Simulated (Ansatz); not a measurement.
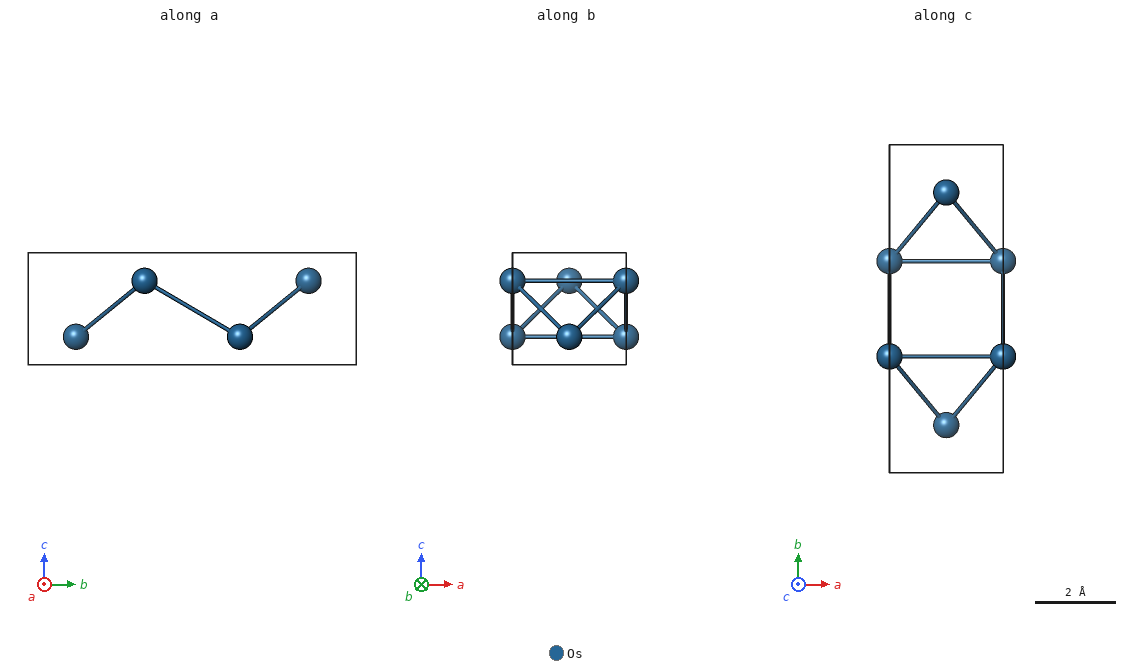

An orthographic ball-and-stick view of the structure, along the a axis, along the b axis and along the c axis. The parallelepiped is the conventional unit cell.

Lattice parameters: a = 2.8678 Å, b = 8.2821 Å, c = 2.8264 Å, α = 90.000°, β = 90.000°, γ = 90.000°.

**Give the structure in the form of a CIF with its space group and independent sites, with free fractional coordinates to two decimals.**

```cif
data_structure
_symmetry_space_group_name_H-M 'C m c m'
_symmetry_Int_Tables_number 63
_cell_length_a 2.8678
_cell_length_b 8.2821
_cell_length_c 2.8264
_cell_angle_alpha 90.000
_cell_angle_beta 90.000
_cell_angle_gamma 90.000
_cell_volume 67.13
loop_
_atom_site_label
_atom_site_type_symbol
_atom_site_symmetry_multiplicity
_atom_site_Wyckoff_symbol
_atom_site_fract_x
_atom_site_fract_y
_atom_site_fract_z
_atom_site_occupancy
Os1 Os 4 c 0.00 0.35 0.75 1
```

The initial geometry was a structure type filled with this element by a generator (whether the element takes this form wasn't checked). Earlier steps of the study may have refined or changed the cell and positions. It was run through Ansatz as a DFT input.

At this level of theory the cell isn't at rest (stretched, at -22 GPa), so its distances can differ from those at equilibrium, the more so the softer the solid.
